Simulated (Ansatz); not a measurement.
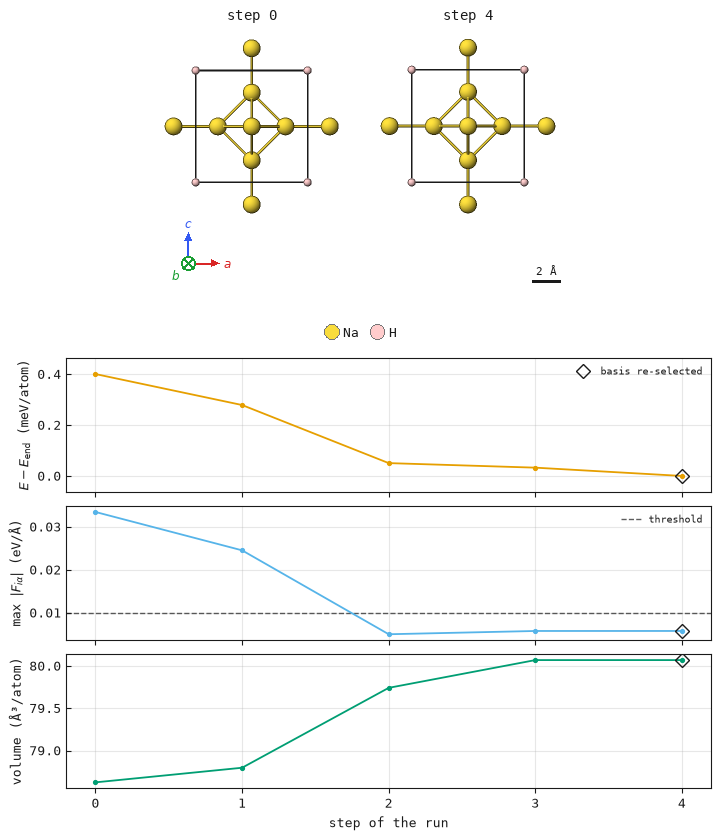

First and last geometry of a relaxation of crystalline Na6H (a generated structure, set up in Pm-3m), with the history of the run. A ball-and-stick model of the cell of the calculation, seen along the b axis.

Theory: Ansatz 0.2.0, DFT PBE, scalar-relativistic, plane waves, PAW. Set-up: plane-wave cutoff 420 eV; k-point mesh 6 × 6 × 6; occupations gaussian; smearing width 0.1 eV; no spin polarisation; cell and atoms relaxed; force threshold 0.01 eV/Å; at most 80 steps.

### Did the run converge, and what did it change?

It converged. After 3 accepted moves (4 points after the start) the energy has fallen by 0.4 meV per atom. The largest force component goes from 0.033 to 0.0058 eV/Å. The pressure goes from 0.05 to 0.01 GPa. The SCF was repeated once at an unchanged geometry on a basis and grid sized afresh for the cell, which shifted the energy by less than 0.05 meV per atom at most. The largest moves relative to the cell, 0.012 Å, are those of Na atoms. H stays in place. The drawn cell changes as follows: a = b = c 8.195 → 8.245 Å (+0.6 %); the volume changes by +1.8 %. Some distances before and after: Na–Na 3.501 → 3.539 Å, Na–Na 3.244 → 3.240 Å. The space group stays Pm-3m (No. 221). Cost: 2.3 min on 1 thread of Arm Neoverse V1, with other jobs on the host, peak memory 0.72 GiB.
